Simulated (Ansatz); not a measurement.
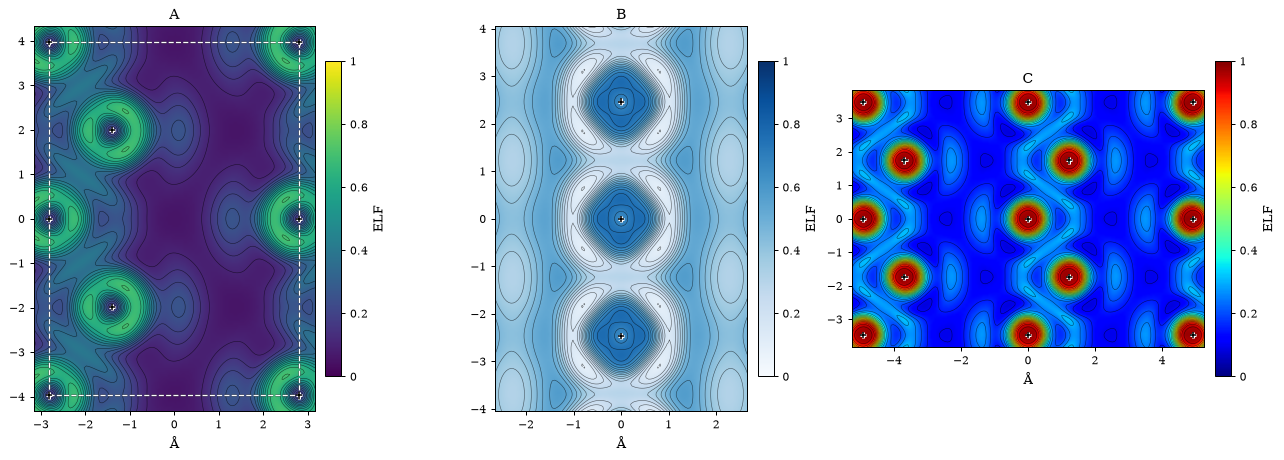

The ELF of 3 systems, each on a plane through atoms (crosses mark nuclei in the plane).

Level of theory: DFT, r2SCAN, plane waves (500 eV) with PAW, scalar-relativistic in Ansatz 0.2.0.

System 1: Co, the (101) plane of the conventional cell. Space group Fd-3m; set up as Co, diamond; a generated structure, not necessarily the stable one; changed on purpose from its base cell (volume × 1.04); computed pressure about −5 GPa in this cell; computed without spin polarisation.

```
Co
1.0
     4.91733    0.00000    0.00000
     0.00000    4.91733    0.00000
     0.00000    0.00000    4.91733
Co
8
Cartesian
  3.6880 1.2293 1.2293
  1.2293 3.6880 1.2293
  1.2293 1.2293 3.6880
  3.6880 3.6880 3.6880
  2.4587 0.0000 0.0000
  0.0000 2.4587 0.0000
  0.0000 0.0000 2.4587
  2.4587 2.4587 2.4587
```

System 2: V, the (100) plane of the conventional cell. Space group P6/mmm; set up as V, omega (AlB2-type); a generated structure, not necessarily the stable one; changed on purpose from its base cell (volume × 1.12); computed pressure about −17 GPa in this cell; computed without spin polarisation.

System 3: Ru, the (011) plane of the conventional cell. Space group Fd-3m; set up as Ru, diamond; a generated structure, not necessarily the stable one; changed on purpose from its base cell (volume × 1.12); computed pressure about −15 GPa in this cell; computed without spin polarisation.

```yaml
crystal:
  lattice:
    - [5.62272, 0.00000, 0.00000]
    - [0.00000, 5.62272, 0.00000]
    - [0.00000, 0.00000, 5.62272]
  atoms:
    - { symbol: Ru, position: [0.75000, 0.25000, 0.25000] }
    - { symbol: Ru, position: [0.25000, 0.75000, 0.25000] }
    - { symbol: Ru, position: [0.25000, 0.25000, 0.75000] }
    - { symbol: Ru, position: [0.75000, 0.75000, 0.75000] }
    - { symbol: Ru, position: [0.50000, 0.00000, 0.00000] }
    - { symbol: Ru, position: [0.00000, 0.50000, 0.00000] }
    - { symbol: Ru, position: [0.00000, 0.00000, 0.50000] }
    - { symbol: Ru, position: [0.50000, 0.50000, 0.50000] }
```

Question: Match each panel to its system.

Answer: Panel A is system 3, Ru: the plane holds Ru. Ru–Ru (2.43 Å): the ELF is about 0.40 at the midpoint. Panel B is system 2, V: the plane holds V. V–V (2.46 Å): the ELF is about 0.30 at the midpoint: no shared electron pair shows on this line. Panel C is system 1, Co: the plane holds Co. Co–Co (2.13 Å): the ELF is about 0.30 at the midpoint: no shared electron pair shows on this line.
